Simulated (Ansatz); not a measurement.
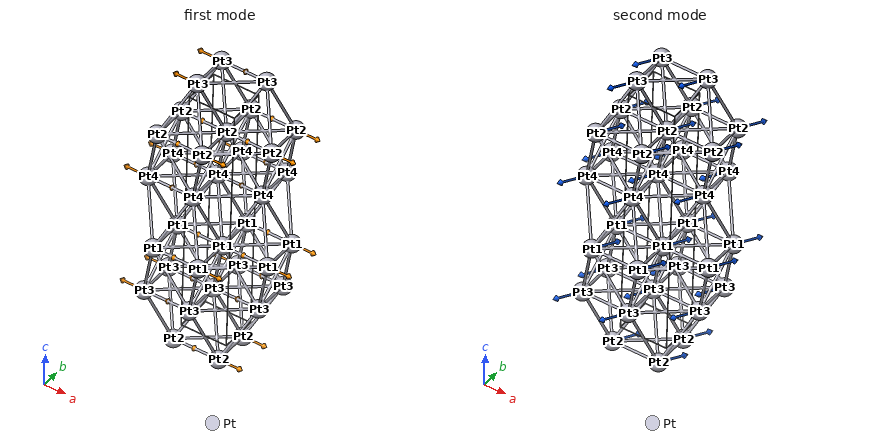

The system is Pt (P6_3/mmc, No. 194; 4 atoms in the cell); the picture shows the reference structure; its two panels give the patterns of the first and the second mode as arrows. The energy is mapped over two normal modes frozen in (zone-centre modes of the 4-atom cell of this scan, which folds in the wave vector (0, 0, 1/2) of the primitive cell). Coordinates scanned: (1) amplitude of mode 1 (16i cm⁻¹), largest displacement; (2) amplitude of mode 2 (16i cm⁻¹), largest displacement. Nothing is relaxed (the cell and all other modes fixed). Grid: 11 × 11 points; 66 points were computed and 55 follow by symmetry. Points are written as (first, second). Energies are in meV per cell, from the relaxed high-symmetry cell. Method: DFT LDA, scalar-relativistic, plane waves, PAW (Ansatz 0.2.0). Settings: cutoff 420 eV, k-mesh 18×18×6 in the order of the run's cell vectors, gaussian smearing 0.15 eV, no spin polarisation.

Its coordinates:

```yaml
crystal:
  lattice:
    - [2.70829, 0.00000, 0.00000]
    - [-1.35415, 2.34545, 0.00000]
    - [0.00000, 0.00000, 9.35302]
  atoms:
    - { symbol: Pt, position: [0.66667, 0.33333, 0.37500] }
    - { symbol: Pt, position: [0.66667, 0.33333, 0.87500] }
    - { symbol: Pt, position: [0.33333, 0.66667, 0.12500] }
    - { symbol: Pt, position: [0.33333, 0.66667, 0.62500] }
```

Range: amplitude of mode 1 (16i cm⁻¹), largest displacement from −0.130 to 0.130 Å; amplitude of mode 2 (16i cm⁻¹), largest displacement from −0.130 to 0.130 Å.

**Predict the map.**

The lowest grid point is at (−0.130 Å, −0.104 Å), −56 meV from the relaxed high-symmetry cell. It lies at the edge of the scanned range, so the true minimum may lie outside. The energy also falls towards the edge at (0.000 Å, 0.130 Å) (19 meV above the lowest), where a further well may lie outside the range. Relaxing all atoms from the lowest point lowers the energy by a further 136 meV. The highest grid point, (−0.130 Å, 0.130 Å), lies 131 meV above the lowest. The reference (P6_3/mmc) is not the lowest structure on this map: a distortion lowers the energy (space group P2_1/m at the lowest grid point).

```tsv
second ↓, first →	−0.130	−0.104	−0.078	−0.052	−0.026	0.000	0.026	0.052	0.078	0.104	0.130
0.130	76	38	7	−17	−32	−37	−32	−17	7	38	76
0.104	68	38	13	−6	−18	−22	−18	−6	13	38	68
0.078	57	33	15	1	−8	−11	−8	1	15	33	57
0.052	41	25	12	4	−2	−4	−2	4	12	25	41
0.026	22	13	6	2	0	−1	0	2	6	13	22
0.000	0	−2	−2	−1	0	0	0	−1	−2	−2	0
−0.026	−21	−17	−11	−5	−1	0	−1	−5	−11	−17	−21
−0.052	−40	−29	−17	−7	−1	2	−1	−7	−17	−29	−40
−0.078	−52	−35	−19	−5	4	7	4	−5	−19	−35	−52
−0.104	−56	−33	−13	4	14	18	14	4	−13	−33	−56
−0.130	−49	−22	2	20	32	36	32	20	2	−22	−49
```

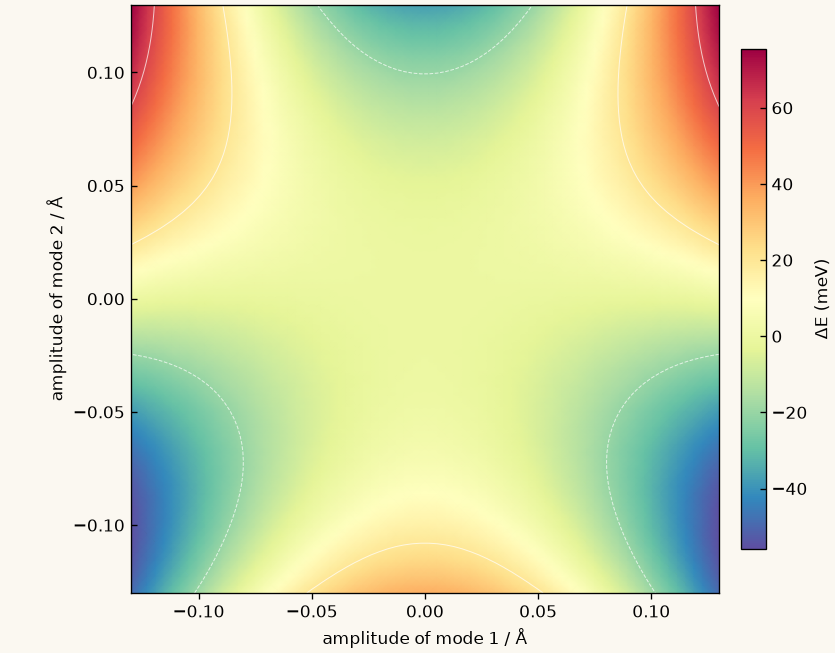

In the figure: a smooth colour map with a few white contour lines. Between grid points the surface is interpolated.

Each point was launched as `ansatz run input.yaml --threads 4 --pin off --max-ram 8192MiB --backend cpu --events-out ev --progress --plain --runs-dir out`. The whole map (66 points run) took 21 min on 4 threads of Arm Neoverse V1, on a shared host.

PAW datasets: the set soft_1.
